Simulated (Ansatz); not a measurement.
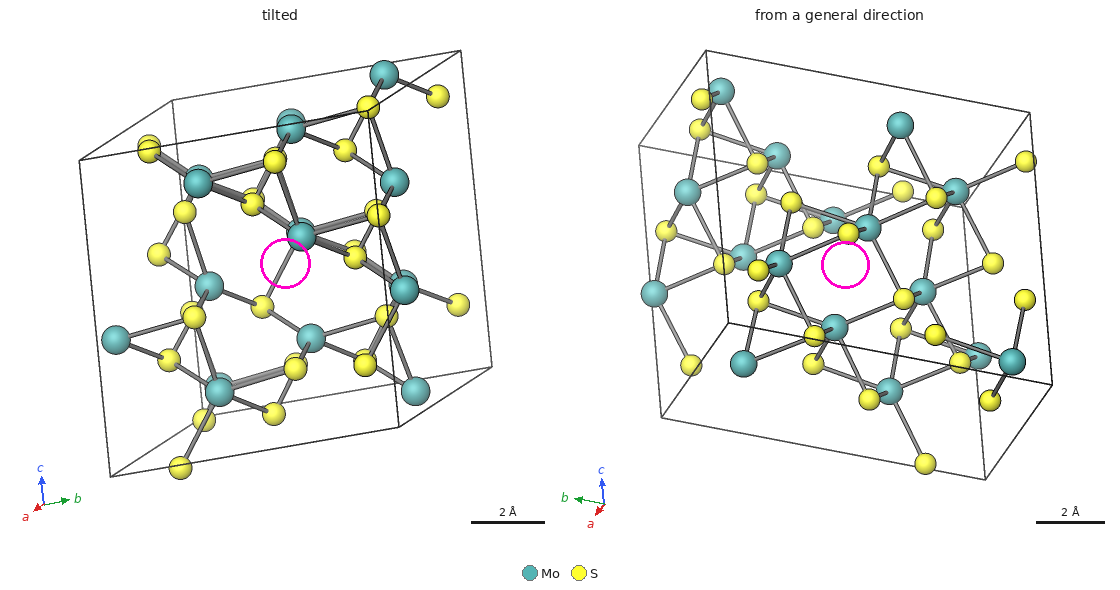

Drawn in the ball-and-stick manner and seen slightly off an axis and from a general direction. One supercell is framed, with atoms on its boundary repeated. The host is MoS2, in a cell of 39 sites, and the cell carries a charge of +2. A ring marks the defect's site.

### What imperfection does the supercell contain?

A sulfur vacancy. Around the empty site lie three Mo at about 2.4 Å.

The atoms were relaxed in the host's cell with DFT PBE, scalar-relativistic, plane waves, PAW in Ansatz 0.2.0.
